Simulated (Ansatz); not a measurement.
Run report: Sn, single-point calculation

- system: Sn (Immm, 1 atom in the cell)
- method: DFT PBEsol, scalar-relativistic, plane waves, PAW, no spin polarisation (Ansatz 0.2.0)

The structure derives from a Materials Project entry.

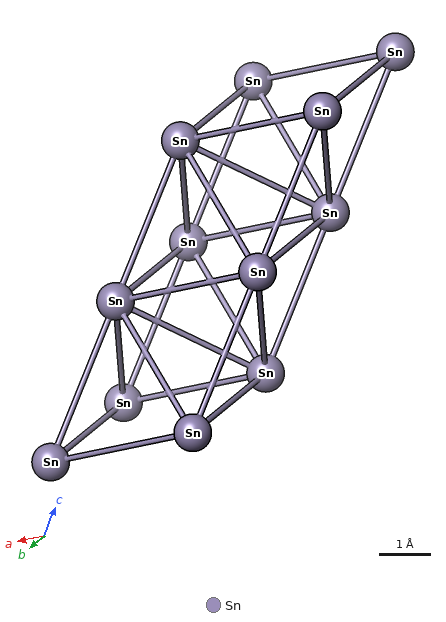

**Figure 1.** The structure as given in the input (ball-and-stick view of the cell of the calculation, repeated 1 × 1 × 2, seen at an oblique angle). An atom can appear more than once, as a periodic image. Near neighbours in the periodic cell (some may lie outside the picture): Sn has 12 Sn at 3.41 to 3.55 Å.

### Input file
```yaml
crystal:
  lattice:
    - [-1.726539, 1.775547, 2.338342]
    - [1.726539, -1.775547, 2.338342]
    - [1.726539, 1.775547, -2.338342]
  atoms:
    - { symbol: Sn, position: [0.0, 0.0, 0.0] }
basis:
  ecutwfc: 420
kpoints:
  mp_grid: { grid: [8, 8, 8] }
hamiltonian:
  xc: pbesol
scf:
  occupations: { method: gaussian, width: 0.1 }
output:
  forces: true
  stress: true
  eigenvalues: true
```

Run on 2 threads of Arm Neoverse V2, 24 GiB of memory available, shared host.

Launched with:
```bash
ansatz run input.yaml --threads 2 --pin off --max-ram 5120MiB --backend cpu --events-out ev --progress --plain --runs-dir out
```

### Log
```
Engine: ansatz 0.2.0, aarch64-unknown-linux-gnu
Pseudopotentials: kind: paw
Pseudopotential: Sn, paw, valence charge 14, recommended cutoff 420 eV (normal), Sn.paw.azcp
Functional definition: PBEsol
  exchange = pbesol_x
  correlation = pbesol_c
Crystal: 1 atoms, lattice volume = 28.673 Å³
Basis set: ecut = 420 eV, 547 PW (Γ), exchange–correlation on 48×48×48 points (8 copies of the dense FFT grid, shifted against one another)
Bands: 11, of which v1, the nominal top of the filled ones, is band 7 counted from 1 (6 counted from 0)
Symmetry: 8 space group operations
Space group: Immm (ITA 71), of the structure as read, at distance tolerance 3.1e-5 Å
k-points: 95 of 512
Non-local potential: Sn, projectors of the file, l = 0: 2, l = 1: 2, l = 2: 2, l = 3: 2
PAW form: soft (Blöchl's): semilocal exchange-correlation on the pseudo side does not see the compensation charge
PAW frozen core: Sn, regenerated for the run's functional, and the local potential with it (the file was generated under x = pbe(κ = 0.804, μ = 0.2195149727645171), c = pbe(β = 0.06672455060314922))
PAW one-centre angular grid: Sn, 590 points (default); XC on 64 Gauss nodes
Initial density: superposition of atomic densities (neutral atoms: chi_scale 0, normalization atom), corrected by the library's trained network
Initial wavefunctions: pseudopotential atomic-orbital guess
Functional: x = pbesol(κ = 0.804, μ = 0.12345679012345678), c = pbesol(β = 0.046)
SCF iter   1: F=—  HF=-5949.745263 eV  |F-HF|=—  |Δ(HF+E_count)|=         —  Δρ=2.73e-3  dr2=1.18e-3  ethr=1.77e-3  ⟨swp⟩=5.0  Hψ=6121  notcnv=0
preconditioner: auto → none  [metal: Δε(μ)=0.018 eV  Ē_g=22.743 eV  σ=0.100 eV  W_gap=0.10  n_scr=8 (ndim 8)  ℏωp=25.9 eV  f_vac=0.000  D(μ)=0.64/eV (n_scr^D=0)  sad-step TF]
SCF iter   2: F=—  HF=-5949.744184 eV  |F-HF|=—  |Δ(HF+E_count)|=   1.08e-3  Δρ=1.28e-3  dr2=3.01e-4  ethr=8.44e-6  ⟨swp⟩=2.4  Hψ=2214  notcnv=0
SCF iter   3: F=—  HF=-5949.744072 eV  |F-HF|=—  |Δ(HF+E_count)|=   1.12e-4  Δρ=1.40e-4  dr2=6.75e-6  ethr=2.15e-6  ⟨swp⟩=2.0  Hψ=1684  notcnv=0
SCF iter   4: F=—  HF=-5949.744065 eV  |F-HF|=—  |Δ(HF+E_count)|=   7.03e-6  Δρ=9.32e-5  dr2=2.41e-6  ethr=4.82e-8  ⟨swp⟩=2.0  Hψ=1687  notcnv=0
SCF iter   5: F=—  HF=-5949.744064 eV  |F-HF|=—  |Δ(HF+E_count)|=   1.28e-6  Δρ=2.92e-5  dr2=2.71e-7  ethr=1.72e-8  ⟨swp⟩=2.7  Hψ=1877  notcnv=0
SCF iter   6: F=-5949.744064 eV  HF=-5949.744064 eV  |F-HF|=1.75e-8  |Δ(HF+E_count)|=   1.58e-7  Δρ=6.22e-6  dr2=1.39e-8  ethr=7.14e-10  ⟨swp⟩=6.1  Hψ=4913  notcnv=0
SCF 1 converged in 6 iterations: F = -5949.744064 eV  dr2 = 1.39e-8
  greatest PAW one-centre occupation: 0.992 electrons in one spin orbital (limit 2), on the Sn atom at site 0 (counted from 0), in its partial waves of l = 2
```

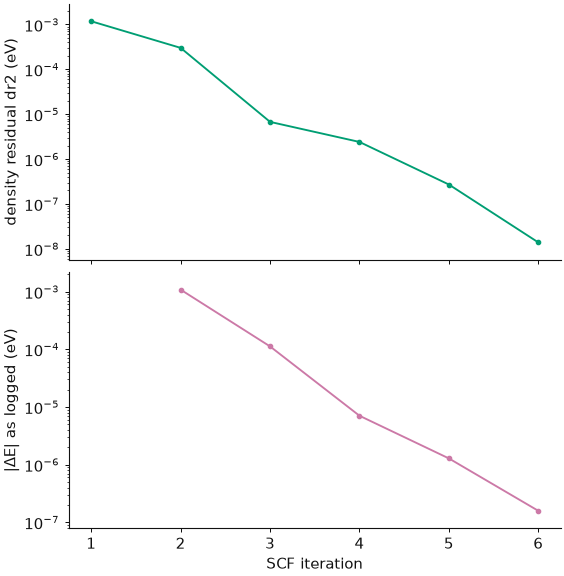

**Figure 2.** Convergence of the self-consistent field: density residual dr2 and size of the energy change against the SCF iteration. The residual falls at every step.

```
SCF converged after 6 iterations
Free energy (F): -5949.744064 eV
Harris-Foulkes:  -5949.744064 eV  (|F-HF|=1.75e-8)
Internal energy: -5949.740900 eV  (E = F + TS)
E sigma→0 (E₀):  -5949.742482 eV
Entropy (-TS):   -0.003163 eV (-3.163 meV/atom)
Fermi energy:    10.030350 eV
--- Per-component energies (eV) ---
  E_band       = -92.309660
  E_kinetic    = 185.586512
  E_local      = -862.652769  (includes V_loc(G=0)·N_el)
  E_nonlocal   = -31.018870
  E_hartree    = 532.051258
  E_xc         = -379.377133
  E_vxc        = -96.866688  (∫ρ·V_xc dr)
  E_paw        = -4063.096003  (= ΣΔE_a)
  E_vpaw       = -351.465797  (= ΣTr[D̂ρ^β])
  E_aug_tail   = -0.000000  (compensation charges beyond the density's cutoff)
  E_ewald      = -1331.518734
  E_core_change = 0.284840  (= ΣΔE_core)
  E_smearing   = -0.003163  (= −TS)
  E_closure    = 0.000000  (closes the sum)
  Σ components = -5949.744064   (vs F -5949.744064, Δ=0.00e0)
--- Forces (eV/Å), atoms counted from 1 ---
  atom   1  Sn     0.00000000     0.00000000    -0.00000000
  max |Σ_I F_I| component: 6.16e-33 eV/Å
--- Stress (GPa, compression-positive) ---
       -3.714368      -0.000000      -0.000000
       -0.000000      -3.208207       0.000000
       -0.000000       0.000000      -4.320145
  P = ⅓ Tr σ = -3.7476 GPa (-37.476 kbar)
--- Band table (eV; the first three rows and the last of 95) ---
  k-point 0: bands = ["-11.4949", "-11.4834", "-11.4595", "-11.4294", "-11.3973", "-0.7944", "16.9976", "17.1380", "17.5419", "20.5952", "21.0931"]
  k-point 1: bands = ["-11.4996", "-11.4645", "-11.4434", "-11.4345", "-11.3946", "-0.3997", "15.6565", "15.6978", "16.0507", "18.7176", "20.6829"]
  k-point 2: bands = ["-11.5228", "-11.4588", "-11.4061", "-11.4023", "-11.3797", "0.7833", "12.6963", "13.7758", "14.0756", "17.1394", "17.4691"]
  k-point 94: bands = ["-11.5436", "-11.5028", "-11.3532", "-11.3277", "-11.3259", "5.5135", "6.9058", "11.1925", "11.8254", "14.5881", "15.4345"]
```

### Summary

| quantity | value |
| --- | --- |
| outcome | converged |
| space group (tolerance 0.01 Å) | Immm (71) |
| electrons treated | 14 |
| free energy | −5949.7441 eV |
| Fermi energy | 10.030 eV |
| gap on the k-point mesh | none (metallic) |
| pressure | −3.75 GPa |
| largest force (length of the vector) | under 0.001 eV/Å |
| wall time | 0.87 s (CPU time 1.6 s) |
| peak memory | 0.29 GiB |
